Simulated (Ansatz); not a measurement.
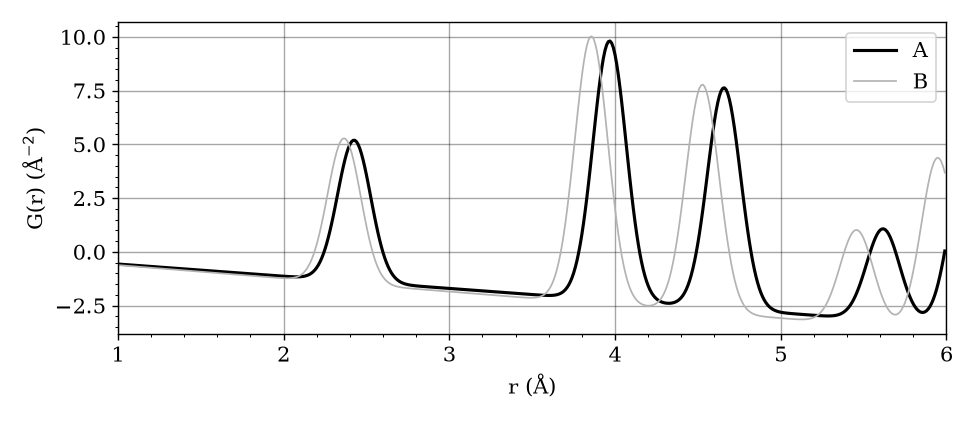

Each curve is a calculated X-ray PDF: distances of the static structure, each pair weighted by the product of the atomic numbers (X-ray weights at Q = 0), broadened by Gaussians with σ = 0.10 Å. There is no Q-range truncation. Both curves are of Rh in space group Fd-3m, for two cells of different size. A: the geometry relaxed with DFT, BLYP, plane waves (420 eV) with PAW, scalar-relativistic in Ansatz; the starting structure was generated, so it need not be a known form of this composition; B: the end point of a relaxation with Ansatz 0.2.0, DFT, m-r2SCAN, plane waves (500 eV) with PAW, scalar-relativistic; the starting structure was generated, so it need not be a known form of this composition.

Question: How does the volume of B compare with that of A?

Answer: Cell A is larger: the volume of B is 8.0 % below that of A (22.14 and 20.37 Å³ per atom), a mean linear change of -2.7 %. The shortest distance is 2.432 Å in A and 2.365 Å in B.

Question: Give both cells.

Answer: Cell A: a = 5.616 Å, b = 5.616 Å, c = 5.616 Å, α = 90.00°, β = 90.00°, γ = 90.00°
Cell B: a = 5.462 Å, b = 5.462 Å, c = 5.462 Å, α = 90.00°, β = 90.00°, γ = 90.00°
